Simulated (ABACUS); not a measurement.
**Pt: band-structure run (part 2 of 2)**

The same run, continued: Pt (1 atom in the cell); Kohn-Sham DFT of a periodic cell, WC, Ansatz NC PBE, no spin polarisation (ABACUS 3.10.1); cutoff 1142.88 eV, 10×10×10 k-mesh, fermi-dirac of 0.05 eV. The structure derives from an entry of the Crystallography Open Database.

Geometry of the input (Å; fractional positions):
```
0.0000  1.9609  1.9609
1.9609  0.0000  1.9609
1.9609  1.9609  0.0000
Pt 0.0000  0.0000  0.0000
```

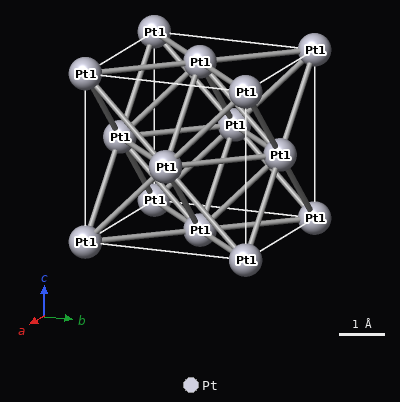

Fig. 1: The input geometry (ball-and-stick view of the cell 4 times as large as that of the calculation, set on its symmetry axes, seen slightly off an axis; atoms are numbered from 1 in the order of the input).

### Log, continued
```
----------------------------------------------------------
 E_KohnSham     -260.8291993341      -3548.7633157211
 E_Harris       -259.5097432663      -3530.8111949395
 E_Fermi        1.6955096216         23.0685918678
----------------------------------------------------------

 PW ALGORITHM --------------- ION=   1  ELEC=   3--------------------------------

 Density error is 0.000211133090807
                          Error Threshold = 0.00010509773241
----------------------------------------------------------
     Energy           Rydberg                 eV
----------------------------------------------------------
 E_KohnSham     -260.8337162139      -3548.8247710240
 E_Harris       -260.9310848242      -3550.1495389308
 E_Fermi        1.7305524160         23.5453735454
----------------------------------------------------------

 PW ALGORITHM --------------- ION=   1  ELEC=   4--------------------------------

 Density error is 1.71003058252e-06
                          Error Threshold = 1.17296161559e-06
----------------------------------------------------------
     Energy           Rydberg                 eV
----------------------------------------------------------
 E_KohnSham     -260.8337583284      -3548.8253440216
 E_Harris       -260.8324518053      -3548.8075678622
 E_Fermi        1.7273068592         23.5012154792
----------------------------------------------------------

 PW ALGORITHM --------------- ION=   1  ELEC=   5--------------------------------

 Density error is 2.10159485151e-07
                          Error Threshold = 9.50016990291e-09
----------------------------------------------------------
     Energy           Rydberg                 eV
----------------------------------------------------------
 E_KohnSham     -260.8337586276      -3548.8253480927
 E_Harris       -260.8345189343      -3548.8356925951
 E_Fermi        1.7274565221         23.5032517483
----------------------------------------------------------

 PW ALGORITHM --------------- ION=   1  ELEC=   6--------------------------------

 Density error is 5.99726628189e-10
                          Error Threshold = 1.16755269528e-09
----------------------------------------------------------
     Energy           Rydberg                 eV
----------------------------------------------------------
 E_KohnSham     -260.8337586389      -3548.8253482460
 E_KS(sigma->0) -260.8333236264      -3548.8194295964
 E_Harris       -260.8335480837      -3548.8224834950
 E_band         -9.2855530764        -126.3364309206
 E_one_elec     -50.7876028108       -691.0007859876
 E_Hartree      37.8020194942        514.3228610278
 E_xc           -47.4061134895       -644.9932634921
 E_Ewald        -200.4411918076      -2727.1423224949
 E_entropy(-TS) -0.0008700251        -0.0118372992
 E_descf        0.0000000000         0.0000000000
 E_exx          0.0000000000         0.0000000000
 E_Fermi        1.7274066932         23.5025737906
----------------------------------------------------------

 charge density convergence is achieved
 final etot is -3548.8253482 eV
 EFERMI = 23.502573791 eV

 STATE ENERGY(eV) AND OCCUPATIONS    NSPIN == 1
 1/12 kpoint (Cartesian) = 0.0000 0.0000 0.0000 (1363 pws)
       1       -74.9688     0.00200000
       2       -28.9116     0.00200000
       3       -28.9116     0.00200000
       4       -28.9116     0.00200000
       5        13.1895     0.00200000
       6        19.6622     0.00200000
       7        19.6622     0.00200000
       8        19.6622     0.00200000
       9        21.8465     0.00200000
      10        21.8465     0.00200000
      11        38.0490        0.00000
      12        42.9725        0.00000
      13        42.9725        0.00000
      14        42.9725        0.00000
      15        48.3438        0.00000
      16        55.3197        0.00000
      17        55.3197        0.00000
      18        55.3197        0.00000
      19        57.8254        0.00000

 2/12 kpoint (Cartesian) = 0.025498 0.025498 0.025498 (1327 pws)
       1       -74.9656      0.0160000
       2       -28.9585      0.0160000
       3       -28.9183      0.0160000
       4       -28.9183      0.0160000
       5        13.5887      0.0160000
       6        19.4940      0.0160000
       7        19.8136      0.0160000
       8        19.8136      0.0160000
       9        21.7685      0.0160000
      10        21.7685      0.0160000
      11        38.6486        0.00000
      12        41.2284        0.00000
      13        43.5806        0.00000
      14        43.5806        0.00000
      15        49.9279        0.00000
      16        52.3239        0.00000
      17        53.3096        0.00000
      18        53.3096        0.00000
      19        58.3162        0.00000

 3/12 kpoint (Cartesian) = 0.050997 0.050997 0.050997 (1324 pws)
       1       -74.9572      0.0160000
       2       -29.0803      0.0160000
       3       -28.9359      0.0160000
       4       -28.9359      0.0160000
       5        14.6422      0.0160000
       6        19.2415      0.0160000
       7        20.0470      0.0160000
       8        20.0470      0.0160000
       9        21.7980      0.0160000
      10        21.7980      0.0160000
      11        38.3366        0.00000
      12        39.7673        0.00000
      13        45.2000        0.00000
      14        45.2000        0.00000
      15        47.4030        0.00000
      16        49.7631        0.00000
      17        49.7631        0.00000
      18        55.3533        0.00000
      19        58.7185        0.00000

 4/12 kpoint (Cartesian) = 0.076495 0.076495 0.076495 (1335 pws)
       1       -74.9468      0.0160000
       2       -29.2285      0.0160000
       3       -28.9575      0.0160000
       4       -28.9575      0.0160000
       5        15.7237      0.0160000
       6        19.6908      0.0160000
       7        19.9466      0.0160000
       8        19.9466      0.0160000
       9        22.3804      0.0160000
      10        22.3804      0.0160000
      11        35.0004        0.00000
      12        39.2784        0.00000
      13        45.5845        0.00000
      14        45.5845        0.00000
      15        47.5314        0.00000
      16        48.3031        0.00000
      17        48.3031        0.00000
      18        58.8792        0.00000
      19        58.8792        0.00000

 5/12 kpoint (Cartesian) = 0.10199 0.10199 0.10199 (1326 pws)
       1       -74.9384      0.0160000
       2       -29.3468      0.0160000
       3       -28.9750      0.0160000
       4       -28.9750      0.0160000
       5        16.0808      0.0160000
       6        19.7057      0.0160000
       7        19.7057      0.0160000
       8        21.4906      0.0160000
       9        23.1691      0.0159797
      10        23.1691      0.0159797
      11        31.3700    7.39006e-71
      12        38.0655        0.00000
      13        43.2984        0.00000
      14        43.2984        0.00000
      15        50.5226        0.00000
      16        50.5226        0.00000
      17        50.6403        0.00000
      18        58.7563        0.00000
      19        58.7563        0.00000

 6/12 kpoint (Cartesian) = 0.12749 0.12749 0.12749 (1350 pws)
       1       -74.9352     0.00800000
       2       -29.3916     0.00800000
       3       -28.9816     0.00800000
       4       -28.9816     0.00800000
       5        16.0981     0.00800000
       6        19.6008     0.00800000
       7        19.6008     0.00800000
       8        22.9646     0.00799983
       9        23.5310     0.00289166
      10        23.5310     0.00289166
      11        29.2999    3.53100e-53
      12        37.6159        0.00000
      13        42.3725        0.00000
      14        42.3725        0.00000
      15        51.7025        0.00000
      16        51.7025        0.00000
      17        53.0709        0.00000
      18        58.4962        0.00000
      19        58.5566        0.00000

[... levels at 6 further k points ...]

------------------------------------------------------------------------------------------
 TOTAL-FORCE (eV/Angstrom)
------------------------------------------------------------------------------------------
                       Pt1         0.0000000000         0.0000000000         0.0000000000
------------------------------------------------------------------------------------------

----------------------------------------------------------------
 TOTAL-STRESS (KBAR)
----------------------------------------------------------------
        23.5581936909         0.0000000000         0.0000000000
         0.0000000000        23.5581936909        -0.0000000000
         0.0000000000        -0.0000000000        23.5581936909
----------------------------------------------------------------
 TOTAL-PRESSURE: 23.558194 KBAR

 --------------------------------------------
 !FINAL_ETOT_IS -3548.8253482460258965 eV
 --------------------------------------------
```

### Standard output
```
ABACUS v3.10.1

               Atomic-orbital Based Ab-initio Computation at UStc

 dft_functional readin is: wc
 dft_functional in pseudopot file is: PBE
 Please make sure this is what you need

%%%%%%%%%%%%%%%%%%%%%%%%%%%%%%%%%%%%%%%%%%%%%%%%%%%%%%%%%%%%%%%%%%%%%%%%%%%%%%%%%%%%%%%%%%%%%%%%%%%%%%%%%
 Warning: the number of valence electrons in pseudopotential > 10 for Pt: [Xe] 4f14 5d9 6s1
 Pseudopotentials with additional electrons can yield (more) accurate outcomes, but may be less efficient.
 If you're confident that your chosen pseudopotential is appropriate, you can safely ignore this warning.
%%%%%%%%%%%%%%%%%%%%%%%%%%%%%%%%%%%%%%%%%%%%%%%%%%%%%%%%%%%%%%%%%%%%%%%%%%%%%%%%%%%%%%%%%%%%%%%%%%%%%%%%%

 UNIFORM GRID DIM        : 32 * 32 * 32
 UNIFORM GRID DIM(BIG)   : 32 * 32 * 32
 ---------------------------------------------------------
 Self-consistent calculations for electrons
 ---------------------------------------------------------
 SPIN    KPOINTS         PROCESSORS  THREADS
 1       47              4           4
 ---------------------------------------------------------
 Use plane wave basis
 ---------------------------------------------------------
 ELEMENT NATOM       XC
 Pt      1
 ---------------------------------------------------------
 Initial plane wave basis and FFT box
 ---------------------------------------------------------
 -------------------------------------------
 SELF-CONSISTENT :
 -------------------------------------------
 START CHARGE      : atomic
 ITER       ETOT/eV          EDIFF/eV         DRHO     TIME/s
 DA1     -3.54839376e+03   0.00000000e+00   9.8855e-02   0.52
 DA2     -3.54876332e+03  -3.69551158e-01   1.8918e-02   0.23
 DA3     -3.54882477e+03  -6.14553029e-02   2.1113e-04   0.20
 DA4     -3.54882534e+03  -5.72997596e-04   1.7100e-06   0.27
 DA5     -3.54882535e+03  -4.07102587e-06   2.1016e-07   0.29
 DA6     -3.54882535e+03  -1.53356374e-07   5.9973e-10   0.18
----------------------------------------------------------------
 TOTAL-STRESS (KBAR)
----------------------------------------------------------------
        23.5581936909         0.0000000000         0.0000000000
         0.0000000000        23.5581936909        -0.0000000000
         0.0000000000        -0.0000000000        23.5581936909
----------------------------------------------------------------
 TOTAL-PRESSURE: 23.558194 KBAR
```

### Key numbers

| quantity | value |
| --- | --- |
| outcome | converged |
| space group (tolerance 0.01 Å) | Fm-3m (225) |
| electrons treated | 18 |
| free energy | −3548.8253 eV |
| Fermi energy of the self-consistent step | 23.503 eV |
| gap on the k-point mesh | none (metallic) |
| pressure | 2.36 GPa |
| largest force (length of the vector) | under 0.001 eV/Å |
| hardware | 4 threads of Intel Xeon (Granite Rapids), 12 GiB of memory available, shared host |
| wall time | 2.1 s (CPU time 8.2 s) |
| peak memory | 0.28 GiB |

Spin–orbit coupling is left out, which matters for Pt.
